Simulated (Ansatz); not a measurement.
## B₁₈N₁₉: molecular dynamics (part 4 of 4)

B₁₈N₁₉ (defect cell, 37 atoms in the cell); DFT r2SCAN-D3(BJ), scalar-relativistic, plane waves, PAW, PAW set soft_1, spin-polarised (Ansatz 0.2.0); cutoff 500 eV, 2×2×1 k-mesh, Fermi–Dirac smearing of 0.02 eV, collinear spins. The structure derives from a Materials Project entry. It belongs to a series of runs on one base structure; here: dynamics from the start.

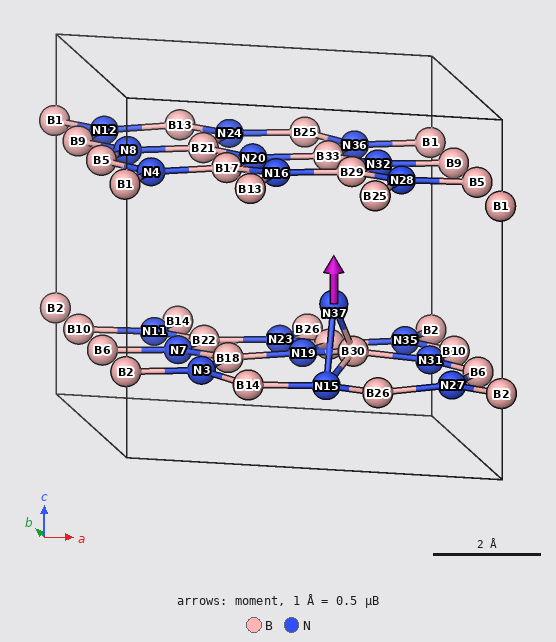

Magnetic moments of the sites as pink arrows (ball-and-stick view of the cell of the calculation, seen slightly off an axis; atoms are numbered from 1 in the order of the input); small moments hardly show. The run is collinear, so the axis drawn is arbitrary. Site moments: N37 (0.47 μB). They are counted near the atoms and needn't add up to the moment of the cell.

**Results in brief**

- outcome: finished
- mean temperature over the second half: 658 K
- trajectory: 50 steps, 50 fs
- ensemble: nvt_langevin
- temperature in the input: 1200.0 K
- time step: 1 fs
- electrons treated: 149
- potential energy (free energy of the electrons) (last step): −10171.4223 eV
- Fermi energy (last step): 5.764 eV
- net moment of the cell (last step): 1.00 μB
- integrated absolute moment (last step): 1.16 μB
- largest force (length of the vector) (last step): 6.376 eV/Å
- wall time: 28 min (CPU time 1.9 h)
- peak memory: 1.9 GiB

**Notes**

Notes on the run: the dispersion correction has no parameters fitted for this combination and takes those fitted for r2SCAN with other terms. The k-point mesh is coarse for a cell of this size, so the results may not be converged. So short a trajectory is not equilibrated. The logged temperature at the start can lie below the typed one, since it is counted over all degrees of freedom. The temperature stays far from the 1200 K of the thermostat over the second half: the run isn't equilibrated.
